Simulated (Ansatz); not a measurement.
Take the following structure.

```xyz
2
Lattice="3.5141 0.0000 0.0000 0.0000 3.5141 0.0000 0.0000 0.0000 2.8519" Properties=species:S:1:pos:R:3 pbc="T T T"
Si    0.0000    0.0000    0.0000
Si    1.7571    1.7571    1.4260
```

> Give a crystallographic description of this input.

The element is silicon. The space group is I4/mmm (No. 139); the lattice is body-centred tetragonal. The cell holds two atoms. Si bonds to ten Si at 2.85 to 2.86 Å. The bonds build a three-dimensional framework.

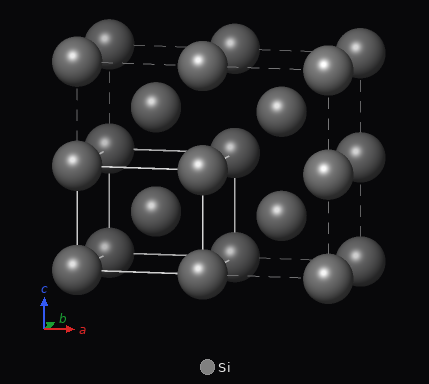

Crystal structure, spheres-only style, seen slightly off an axis. The picture spans 2×1×2 cells, one conventional unit cell being drawn with solid lines. Colours: silicon grey.

Its origin is a structure listed in the Materials Project. The cell was then strained or its atoms displaced on purpose. It was run through Ansatz as a DFT input.

At this level of theory the cell isn't at rest (stretched, at -13 GPa), so its distances can differ from those at equilibrium, the more so the softer the solid.
